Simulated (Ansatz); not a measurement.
# A series of single points on GaSb$_{3}$

System: GaSb$_{3}$ (Fm-3m, 4 atoms in the cell).
Method: Kohn-Sham DFT of a periodic cell, LDA, all-electron LAPW, scalar-relativistic, no spin polarisation (Ansatz 0.2.0).

The 7 runs differ only in the geometry, by an even scaling of the cell at fixed fractional positions. The structure derives from a Materials Project entry.

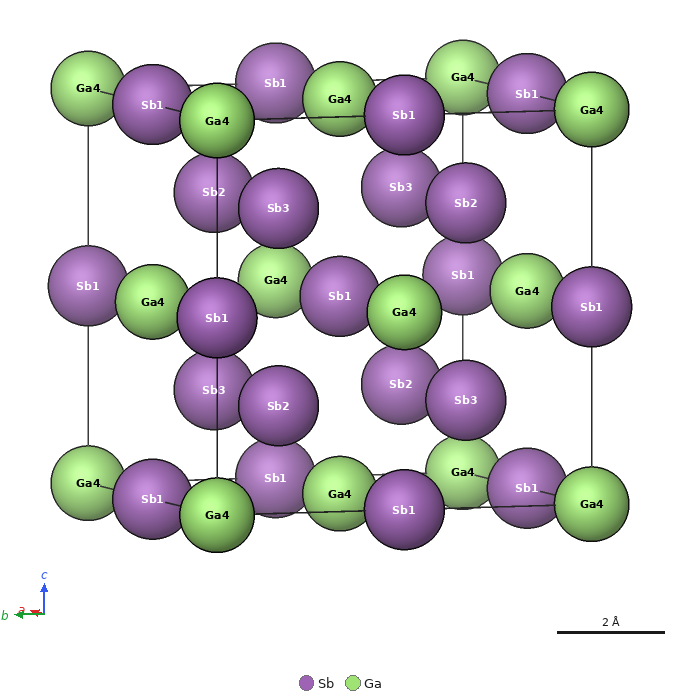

Figure 1. The structure of run 4 (spheres-only view of the cell 4 times as large as that of the calculation, set on its symmetry axes, seen at an oblique angle; atoms are numbered from 1 in the order of the input). An atom can appear more than once, as a periodic image.

**Input of run 4**
```yaml
crystal:
  lattice:
    - [0.0, 3.730595, 3.730595]
    - [3.730595, 0.0, 3.730595]
    - [3.730595, 3.730595, 0.0]
  atoms:
    - { symbol: Sb, position: [0.5, 0.5, 0.5] }
    - { symbol: Sb, position: [0.75, 0.75, 0.75] }
    - { symbol: Sb, position: [0.25, 0.25, 0.25] }
    - { symbol: Ga, position: [0.0, 0.0, 0.0] }
kpoints:
  mp_grid: { grid: [6, 6, 6] }
scf:
  occupations: { method: fermi_dirac, width: 0.05 }
hamiltonian:
  xc: lda
  pseudopotentials: { kind: all_electron, lapw: { basis_error: 0.002 } }
output:
  forces: true
  stress: true
  eigenvalues: true
```

Command:
```bash
ansatz run input.yaml --threads 2 --pin off --max-ram 8192MiB --backend cpu --events-out ev --progress --plain --runs-dir out
```

Lattice vectors (Å) and fractional positions of run 4:
```
   0.000000    3.730595    3.730595
   3.730595    0.000000    3.730595
   3.730595    3.730595    0.000000
Sb  0.500000  0.500000  0.500000
Sb  0.750000  0.750000  0.750000
Sb  0.250000  0.250000  0.250000
Ga  0.000000  0.000000  0.000000
```

Run 6 differs from it as follows:
```diff
-    - [0.0, 3.730595, 3.730595]
-    - [3.730595, 0.0, 3.730595]
-    - [3.730595, 3.730595, 0.0]
+    - [0.0, 3.7796874061, 3.7796874061]
+    - [3.7796874061, 0.0, 3.7796874061]
+    - [3.7796874061, 3.7796874061, 0.0]
```

**Results, with one run withheld**

| run | volume per atom (Å³) | free energy per atom, from the lowest run given (meV) | pressure (GPa) |
| --- | --- | --- | --- |
| 1 | 24.402 | 0.00 | −1.58 |
| 2 | 24.922 | 6.90 | −2.65 |
| 3 | 25.441 | 17.06 | −3.60 |
| 4 | 25.960 | 30.16 | −4.46 |
| 5 | 26.479 | 45.92 | −5.25 |
| 6 | 26.998 | ? | ? |
| 7 | 27.518 | 84.56 | −6.61 |

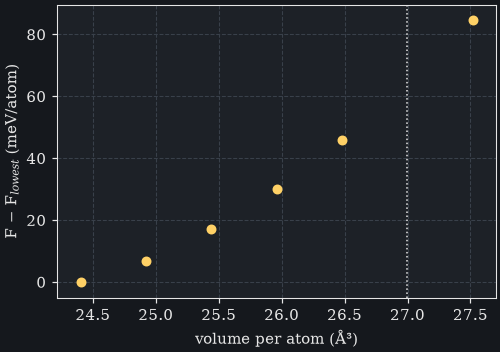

Figure 2. Free energy per atom of the runs given; the dotted line marks run 6.

What should run 6 give?

A cubic polynomial in V^(−2/3) (the Birch–Murnaghan form), fitted to the 6 runs given, misses them by at most 0.01 meV per atom. With x = V^(−2/3) − 0.11467 Å⁻², it reads F = 24.591 − 8691.7 x + 6.7992e+05 x² − 1.3611e+06 x³ (meV per atom). At run 6 it gives 64.12 meV per atom, and the run itself gives 64.14. The slope of the fit gives a pressure −dF/dV of −5.97 GPa there, and the run prints −5.97 GPa. The fit has no minimum inside this range.

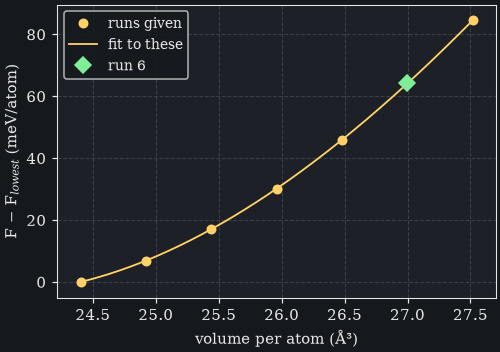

Figure 3. The fit and the withheld run.

**Output, shortened to warnings, some set-up lines, iterations and results (run 6)**
```
Basis set: ecut = 153.08397800557492 eV, 459 PW (Γ), exchange–correlation at level 2
Symmetry: 48 space group operations
k-points: 16 of 216
Initial density: superposition of atomic densities (chi_scale 0.1, normalization cell, long waves kept (reshape's long-wave potential 0.00 eV rms))
[...]
SCF iter   1: F=—  HF=-581481.940464 eV  |F-HF|=—  |Δ(HF+E_count)|=         —  Δρ=5.73e-3  dr2=3.52e-2  ethr=3.91e-5  ⟨swp⟩=3.3  Hψ=5776  notcnv=0
SCF iter   2: F=—  HF=-581481.889024 eV  |F-HF|=—  |Δ(HF+E_count)|=   5.14e-2  Δρ=3.31e-3  dr2=1.11e-2  ethr=3.91e-5  ⟨swp⟩=2.0  Hψ=2614  notcnv=0
SCF iter   3: F=—  HF=-581481.884412 eV  |F-HF|=—  |Δ(HF+E_count)|=   4.61e-3  Δρ=1.84e-3  dr2=3.80e-3  ethr=1.23e-5  ⟨swp⟩=2.0  Hψ=2611  notcnv=0
SCF iter   4: F=—  HF=-581481.882836 eV  |F-HF|=—  |Δ(HF+E_count)|=   1.58e-3  Δρ=1.09e-3  dr2=1.64e-3  ethr=4.22e-6  ⟨swp⟩=2.0  Hψ=2611  notcnv=0
SCF iter   5: F=—  HF=-581481.882945 eV  |F-HF|=—  |Δ(HF+E_count)|=   1.09e-4  Δρ=4.86e-4  dr2=3.98e-4  ethr=1.82e-6  ⟨swp⟩=2.0  Hψ=2611  notcnv=0
SCF iter   6: F=—  HF=-581481.882983 eV  |F-HF|=—  |Δ(HF+E_count)|=   3.76e-5  Δρ=1.31e-4  dr2=4.70e-5  ethr=4.42e-7  ⟨swp⟩=2.0  Hψ=2611  notcnv=0
SCF iter   7: F=—  HF=-581481.882978 eV  |F-HF|=—  |Δ(HF+E_count)|=   5.36e-6  Δρ=5.86e-5  dr2=6.30e-6  ethr=5.22e-8  ⟨swp⟩=2.0  Hψ=2611  notcnv=0
SCF iter   8: F=—  HF=-581481.882978 eV  |F-HF|=—  |Δ(HF+E_count)|=   5.20e-7  Δρ=2.12e-5  dr2=1.28e-6  ethr=7.00e-9  ⟨swp⟩=2.0  Hψ=2611  notcnv=0
SCF iter   9: F=—  HF=-581481.882977 eV  |F-HF|=—  |Δ(HF+E_count)|=   1.22e-6  Δρ=9.49e-6  dr2=1.33e-7  ethr=1.43e-9  ⟨swp⟩=2.0  Hψ=2611  notcnv=0
SCF iter  10: F=-581481.882977 eV  HF=-581481.882977 eV  |F-HF|=1.41e-8  |Δ(HF+E_count)|=   5.24e-9  Δρ=3.23e-6  dr2=2.01e-8  ethr=1.48e-10  ⟨swp⟩=2.0  Hψ=2611  notcnv=0
SCF 1 converged in 10 iterations: F = -581481.882977 eV  dr2 = 2.01e-8
SCF converged after 10 iterations
Free energy (F): -581481.882977 eV
Harris-Foulkes:  -581481.882977 eV  (|F-HF|=1.41e-8)
Internal energy: -581481.851032 eV  (E = F + TS)
E sigma→0 (E₀):  -581481.867005 eV
Entropy (-TS):   -0.031944 eV (-7.986 meV/atom)
Fermi energy:    12.447237 eV
--- Per-component energies (eV) ---
  E_band       = -3458.837541
  E_kinetic    = 610827.309234
  E_xc         = -15458.744528
  E_electrostatic = -1176850.415738  (all electrons and nuclei)
  E_smearing   = -0.031944  (= −TS)
  E_closure    = 0.000000  (closes the sum)
  E_atoms      = -581464.958271  (free atoms, spherical and without spin; not in F)
  Σ components = -581481.882977   (vs F -581481.882977, Δ=0.00e0)
  Basis errors (estimates in eV, not in F): energy 4.3e-4 per atom: plane waves 4.2e-4 (2.2e-4 summed), levels above the bands 1.3e-61, relativity 1.6e-9, radial functions 1.2e-5, core shells 6.8e-11; eigenvalues (radial functions only) 5.4e-6; not estimated: angular momenta, meshes, grids; target …
--- Forces (eV/Å), atoms counted from 1 ---
  atom   1  Sb     0.00000000     0.00000000    -0.00000000
  atom   2  Sb     0.00000000     0.00000000    -0.00000000
  atom   3  Sb    -0.00000000     0.00000000     0.00000000
  atom   4  Ga     0.00000000     0.00000000     0.00000000
  max |Σ_I F_I| component: 1.73e-18 eV/Å
--- Stress (GPa, compression-positive) ---
       -5.967392       0.000000      -0.000000
        0.000000      -5.967392      -0.000000
       -0.000000      -0.000000      -5.967392
  P = ⅓ Tr σ = -5.9674 GPa (-59.674 kbar)
```
